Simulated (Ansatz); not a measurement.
## Single-point calculation of Ni

- system: Ni (2 atoms in the cell)
- method: DFT, PBE, PAW with Ansatz's default frozen-core files, scalar-relativistic, spin-polarised (Ansatz 0.2.0)

It belongs to a series of runs on one base structure; here: bulk in the slab's orientation, PAW files. Figures and captions count atoms from 1; the log counts them from 0 in places.

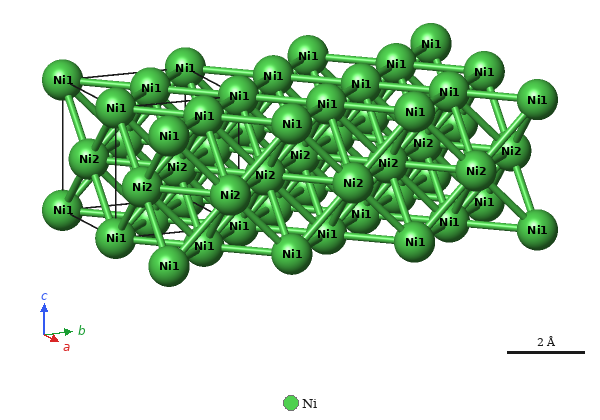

**Figure 1.** The structure as given in the input (ball-and-stick view of the cell 2 times as large as that of the calculation, set on its symmetry axes, repeated 2 × 3 × 1, seen slightly off an axis; atoms are numbered from 1 in the order of the input).

**The input**
```yaml
crystal:
  lattice:
    - [1.760263249, 1.760263249, 0.0]
    - [-1.760263249, 1.760263249, 0.0]
    - [0.0, 0.0, 3.520526498]
  atoms:
    - { symbol: Ni, position: [0.0, 0.0, 0.0], spin: 1.0 }
    - { symbol: Ni, position: [0.5, 0.5, 0.5], spin: 1.0 }
magnetization:
  spin_polarized: true
kpoints:
  mp_grid: { grid: [16, 16, 12] }
scf:
  occupations: { method: fermi_dirac, width: 0.1 }
hamiltonian:
  xc: pbe
  pseudopotentials: { kind: paw }
output:
  forces: true
  stress: true
  eigenvalues: true
```

Run on 3 threads of Intel Xeon @ 2.90GHz (Ice Lake), 12 GiB of memory available, shared host.

Command:
```bash
ansatz run input.yaml --threads 3 --pin off --max-ram 9216MiB --backend cpu --events-out ev --progress --plain --runs-dir out
```

**The program's output**
```
Engine: ansatz 0.2.0, x86_64-unknown-linux-gnu
Pseudopotentials: kind: paw
Pseudopotential: Ni, paw, valence charge 18, recommended cutoff 420 eV (normal), Ni.paw.azcp
Functional definition: PBE
  parameter kappa = 0.804
  parameter beta = 0.06672455060314922
  exchange = pbe_x(kappa = kappa, mu = beta*pi^2/3)
  correlation = pbe_c(beta = beta)
Crystal: 2 atoms, lattice volume = 21.817 Å³
Basis set: ecut = 420 eV, 403 PW (Γ), exchange–correlation on 36×36×48 points (8 copies of the dense FFT grid, shifted against one another)
Bands: 23, of which v1, the nominal top of the filled ones, is band 18 counted from 1 (17 counted from 0)
Symmetry: 32 space group operations
Space group: Fm-3m (ITA 225), of the structure as read, at distance tolerance 2.8e-5 Å
Magnetic group: BNS 225.116 (UNI 1618), of the structure as read, at distance tolerance 2.8e-5 Å
k-points: 315 of 3072
Non-local potential: Ni, projectors of the file, l = 0: 3, l = 1: 2, l = 2: 3, l = 3: 1
PAW form: soft (Blöchl's): semilocal exchange-correlation on the pseudo side does not see the compensation charge
PAW one-centre angular grid: Ni, 590 points (default); XC on 64 Gauss nodes
Initial density: superposition of atomic densities (chi_scale 0.1, normalization cell)
Starting moments: Σ|m| = 2 μB on 2 of 2 sites
Initial wavefunctions: pseudopotential atomic-orbital guess
Functional: x = pbe(κ = 0.804, μ = 0.2195149727645171), c = pbe(β = 0.06672455060314922)
iter 1 solved again at ethr=2.80e-3 eV; its pass at ethr=3.10e-3 eV (dr2=1.01e0 eV) is discarded
SCF iter   1: F=—  HF=-11677.941514 eV  |F-HF|=—  |Δ(HF+E_count)|=         —  Δρ=4.92e-2 (↑3.92e-2 ↓4.92e-2)  dr2=1.01e0  dr2_m=1.79e-2  M=1.699 μB ∫|m|=1.810 μB  β_m=0.30  ethr=2.80e-3  ⟨swp⟩=1.0  Hψ=71549  notcnv=0
Mixer restart at iter 1: flushing history
preconditioner: auto → none  [metal: Δε(μ)=0.002 eV  Ē_g=9.352 eV  σ=0.100 eV  W_gap=0.00  n_scr=6 (ndim 8)  ℏωp=35.6 eV  f_vac=0.000  D(μ)=3.09/eV (n_scr^D=48)  sad-step TF]
SCF iter   2: F=—  HF=-11677.827460 eV  |F-HF|=—  |Δ(HF+E_count)|=   1.14e-1  Δρ=1.93e-2 (↑1.16e-2 ↓1.93e-2)  dr2=2.67e-2  dr2_m=2.12e-2  M=1.570 μB ∫|m|=1.695 μB  β_m=0.29  ethr=2.80e-3  ⟨swp⟩=2.0  Hψ=21969  notcnv=0
SCF iter   3: F=—  HF=-11678.345471 eV  |F-HF|=—  |Δ(HF+E_count)|=   5.18e-1  Δρ=2.31e-2 (↑9.34e-3 ↓2.31e-2)  dr2=4.98e-2  dr2_m=2.77e-2  M=1.501 μB ∫|m|=1.639 μB  β_m=0.15  ethr=7.42e-5  ⟨swp⟩=2.0  Hψ=27529  notcnv=0  defer=25
SCF iter   4: F=—  HF=-11678.816101 eV  |F-HF|=—  |Δ(HF+E_count)|=   4.71e-1  Δρ=1.75e-2 (↑7.15e-3 ↓1.75e-2)  dr2=1.73e-2  dr2_m=2.54e-2  M=1.443 μB ∫|m|=1.591 μB  β_m=0.30  ethr=7.42e-5  ⟨swp⟩=2.1  Hψ=27578  notcnv=0  defer=25
SCF iter   5: F=—  HF=-11679.235900 eV  |F-HF|=—  |Δ(HF+E_count)|=   4.20e-1  Δρ=6.67e-3 (↑6.04e-3 ↓6.67e-3)  dr2=2.33e-3  dr2_m=6.10e-3  M=1.372 μB ∫|m|=1.527 μB  β_m=0.81  ethr=4.80e-5  ⟨swp⟩=2.0  Hψ=26004  notcnv=0  defer=35
SCF iter   6: F=—  HF=-11679.497402 eV  |F-HF|=—  |Δ(HF+E_count)|=   2.62e-1  Δρ=4.27e-3 (↑1.91e-3 ↓4.27e-3)  dr2=4.31e-3  dr2_m=3.34e-4  M=1.245 μB ∫|m|=1.421 μB  β_m=0.85  ethr=6.47e-6  ⟨swp⟩=2.5  Hψ=33522  notcnv=0  defer=54
SCF iter   7: F=—  HF=-11679.496507 eV  |F-HF|=—  |Δ(HF+E_count)|=   8.95e-4  Δρ=1.12e-3 (↑2.36e-4 ↓1.12e-3)  dr2=2.16e-4  dr2_m=5.07e-5  M=1.247 μB ∫|m|=1.424 μB  β_m=0.93  ethr=6.47e-6  ⟨swp⟩=2.3  Hψ=24498  notcnv=0  defer=54
SCF iter   8: F=—  HF=-11679.496634 eV  |F-HF|=—  |Δ(HF+E_count)|=   1.26e-4  Δρ=3.15e-4 (↑7.43e-5 ↓3.15e-4)  dr2=1.79e-5  dr2_m=3.39e-6  M=1.245 μB ∫|m|=1.422 μB  β_m=0.93  ethr=6.00e-7  ⟨swp⟩=2.1  Hψ=20382  notcnv=0  defer=54
SCF iter   9: F=—  HF=-11679.496635 eV  |F-HF|=—  |Δ(HF+E_count)|=   1.39e-6  Δρ=5.49e-5 (↑7.92e-6 ↓5.49e-5)  dr2=4.35e-7  dr2_m=1.32e-7  M=1.245 μB ∫|m|=1.421 μB  β_m=0.97  ethr=4.96e-8  ⟨swp⟩=2.1  Hψ=19671  notcnv=0  defer=54
SCF iter  10: F=—  HF=-11679.496635 eV  |F-HF|=—  |Δ(HF+E_count)|=   2.49e-8  Δρ=4.74e-6 (↑4.74e-6 ↓2.59e-6)  dr2=6.09e-9  dr2_m=3.97e-10  M=1.245 μB ∫|m|=1.421 μB  β_m=0.98  ethr=1.21e-9  ⟨swp⟩=2.1  Hψ=21973  notcnv=0  defer=54
SCF iter  11: F=-11679.496635 eV  HF=-11679.496635 eV  |F-HF|=2.20e-9  |Δ(HF+E_count)|=   4.80e-9  Δρ=2.80e-6 (↑1.75e-6 ↓2.80e-6)  dr2=2.69e-9  dr2_m=7.43e-11  M=1.245 μB ∫|m|=1.421 μB  ethr=1.69e-11  ⟨swp⟩=2.2  Hψ=46094  notcnv=0
SCF 1 converged in 11 iterations: F = -11679.496635 eV  dr2 = 2.69e-9
  greatest PAW one-centre occupation: 1.001 electrons in one spin orbital (limit 2), on the Ni atom at site 1 (counted from 0), in its partial waves of l = 1
```

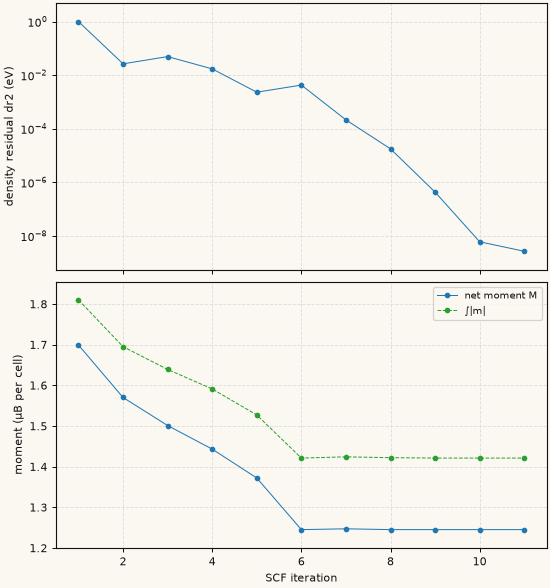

**Figure 2.** Convergence of the self-consistent field: density residual dr2 and magnetic moment against the SCF iteration. The residual falls almost steadily, with no more than small rises. The net moment goes from 1.7 to 1.2 μB per cell.

```
SCF converged after 11 iterations
Magnetization: 1.2451 μB (18.6225 up, 17.3775 down)
Absolute magnetization: 1.4229 μB (∫|ρ↑−ρ↓|, with the PAW one-centre terms)
Spin contamination: 0.0136 ħ² per cell (⟨S²⟩ above its minimum at these occupations)
Per-site moments (μB) at R_I (Å): [(0.6603336765072829, 1.0268726160341255), (0.6603336765072824, 1.0268726160341255)]
Free energy (F): -11679.496635 eV
Harris-Foulkes:  -11679.496635 eV  (|F-HF|=2.20e-9)
Internal energy: -11679.389336 eV  (E = F + TS)
E sigma→0 (E₀):  -11679.442986 eV
Entropy (-TS):   -0.107298 eV (-53.649 meV/atom)
Fermi energy:    18.115855 eV
--- Per-component energies (eV) ---
  E_band       = -570.387524
  E_kinetic    = 564.109773
  E_local      = -6882.820362  (includes V_loc(G=0)·N_el)
  E_nonlocal   = 1271.202185
  E_hartree    = 2872.950500
  E_xc         = -169.544316
  E_vxc        = -218.623886  (∫ρ·V_xc dr)
  E_paw        = -3259.320441  (= ΣΔE_a)
  E_vpaw       = -1050.163012  (= ΣTr[D̂ρ^β])
  E_aug_tail   = 0.001185  (compensation charges beyond the density's cutoff)
  E_ewald      = -6075.967860
  E_smearing   = -0.107298  (= −TS)
  E_closure    = 0.000000  (closes the sum)
  Σ components = -11679.496635   (vs F -11679.496635, Δ=0.00e0)
--- Forces (eV/Å), atoms counted from 1 ---
  atom   1  Ni     0.00000000    -0.00000000     0.00000000
  atom   2  Ni    -0.00000000    -0.00000000     0.00000000
  max |Σ_I F_I| component: 8.97e-30 eV/Å
--- Stress (GPa, compression-positive) ---
       -0.039487       0.000000       0.000000
       -0.000000      -0.039487       0.000000
        0.000000       0.000000       0.036507
  P = ⅓ Tr σ = -0.0142 GPa (-0.142 kbar)
--- Band table (eV; the first three rows and the last of 630) ---
  k-point 0 ↑: bands = ["-85.5353", "-85.4912", "-45.9986", "-45.8752", "-45.8752", "-45.7940", "-45.7940", "-45.7939", "9.0154", "13.4335", "13.9063", "15.6826", "15.6826", "15.6831", "16.8539", "16.8545", "17.5677", "17.6589", "17.6589", "20.4686", "27.2438", "32.8318", "32.8318"]
  k-point 1 ↑: bands = ["-85.5345", "-85.4919", "-45.9953", "-45.8738", "-45.8738", "-45.7975", "-45.7954", "-45.7954", "9.1061", "13.4390", "13.9343", "15.6503", "15.7081", "15.7081", "16.8242", "16.8657", "17.5551", "17.6132", "17.6132", "19.9912", "27.8812", "32.9723", "32.9723"]
  k-point 2 ↑: bands = ["-85.5323", "-85.4941", "-45.9854", "-45.8697", "-45.8697", "-45.8081", "-45.7994", "-45.7994", "9.3756", "13.4387", "14.0167", "15.5545", "15.7839", "15.7839", "16.7368", "16.9004", "17.4827", "17.4827", "17.5185", "18.9338", "29.4285", "33.3839", "33.3839"]
  k-point 314 ↓: bands = ["-84.6608", "-84.6608", "-45.1311", "-45.1311", "-45.1311", "-45.1311", "-45.0678", "-45.0678", "14.7162", "14.7162", "15.6286", "15.6286", "15.6286", "15.6286", "17.3621", "17.3621", "18.5153", "18.5153", "25.9512", "25.9512", "25.9512", "25.9512", "28.1780"]
```

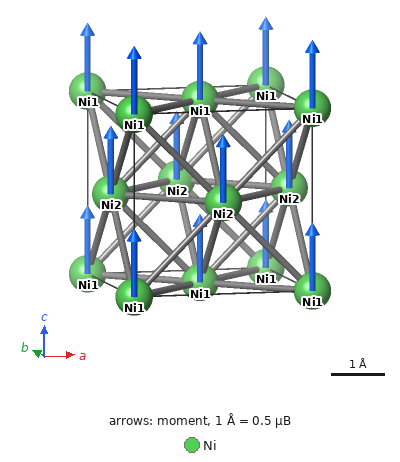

**Figure 3.** Magnetic moments of the sites as blue arrows (ball-and-stick view of the cell 2 times as large as that of the calculation, set on its symmetry axes, seen slightly off an axis; atoms are numbered from 1 in the order of the input); small moments hardly show. The run is collinear, so the axis drawn is arbitrary. Site moments: Ni1, Ni2 (0.66 μB). They are counted near the atoms and needn't add up to the moment of the cell.

**Results in brief**

```csv
quantity,value
outcome,converged
space group (tolerance 0.01 Å),Fm-3m (225)
electrons treated,36
free energy,−11679.4966 eV
Fermi energy,18.116 eV
net moment of the cell,1.25 μB
integrated absolute moment,1.42 μB
pressure,−0.01 GPa
largest force (length of the vector),under 0.001 eV/Å
wall time,9.4 s (CPU time 20 s)
peak memory,0.58 GiB
```
